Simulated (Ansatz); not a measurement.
The calculation's input:

```
crystal:
  lattice:
    - [0.0, 3.1929255244, 3.1929255244]
    - [3.1929255244, 0.0, 3.1929255244]
    - [3.1929255244, 3.1929255244, 0.0]
  atoms:
    - { symbol: Hg, position: [0.0, 0.0, 0.0] }
    - { symbol: Te, position: [0.75, 0.75, 0.75] }
hamiltonian:
  xc: lc_wpbe
  pseudopotentials: { kind: paw }
kpoints:
  mp_grid: { grid: [4, 4, 4] }
scf:
  occupations: { method: fermi_dirac, width: 0.05 }
output:
  forces: true
  stress: true
  eigenvalues: true
  write_density: true
  write_potential: true
  elf: true
  volumetric_format: npy
```

Launched as:

```sh
ansatz run input.yaml --threads 2 --pin off --max-ram 5632MiB --backend cpu --events-out ev --progress --plain --runs-dir out
```

Below, planes, directions and counts refer to the conventional cell (a = 6.39 Å, b = 6.39 Å, c = 6.39 Å, α = 90.00°, β = 90.00°, γ = 90.00°).

Space group F-43m.

Theory: Kohn-Sham DFT of a periodic cell, LC-wPBE, Ansatz PAW (Ansatz 0.2.0).

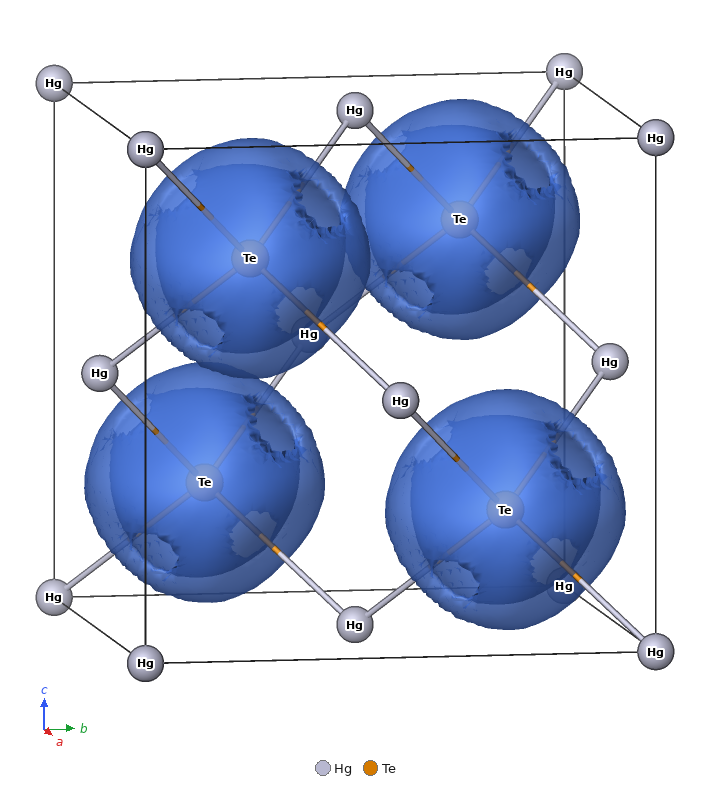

HgTe. Isosurface of the ELF at 0.6 (blue), seen slightly off an axis. Only the valence region is drawn (cores and ρ < 0.01 e/Å³ removed). Sticks mark near contacts.

Core electrons are frozen (PAW), and the valence fields are smoothed inside the atomic spheres.

**What do the ELF domains correspond to?**

The ELF exceeds this value in four regions wrapped around Te (the valence shell of each), counted in one cell of 8 atoms. Regions shared between cells count once. Along the contacts the grid gives the following. Hg–Te (2.77 Å): the ELF is about 0.45 at the midpoint and 0.20 at its lowest between the atoms.

**Metal or insulator at this level of theory?**

It is gapped, with a Kohn–Sham gap of 4.5 eV on the k-point mesh (the band edges may lie off the mesh, which would make the gap smaller).
